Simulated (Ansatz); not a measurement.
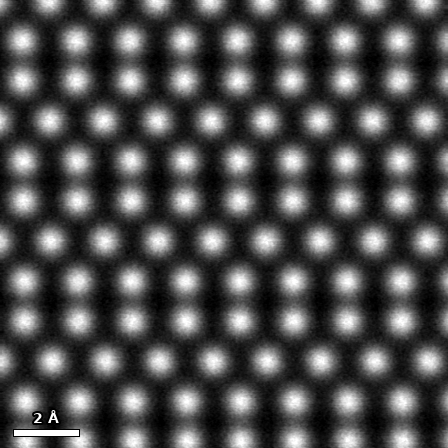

iDPC-like image of Rh (P6/mmm, No. 191) along [102]. Simulated as the projected potential of neutral atoms (B = 0.5 Å²) blurred by a 0.55 Å probe, the thin-sample limit of integrated differential phase contrast. Shot noise and a slight drift were added. Atomic positions: the geometry relaxed with DFT, PBE, plane waves (420 eV) with PAW, scalar-relativistic (Ansatz); the starting structure was generated, so it need not be a known form of this composition.

Question: Interpret the image.

Answer: The columns repeat on a rectangular net of 1.68 × 3.76 Å (plane group p2mm). All columns are alike (Rh). The shortest distance between visible columns is 1.25 Å in projection. Along the beam the structure repeats every 6.87 Å.
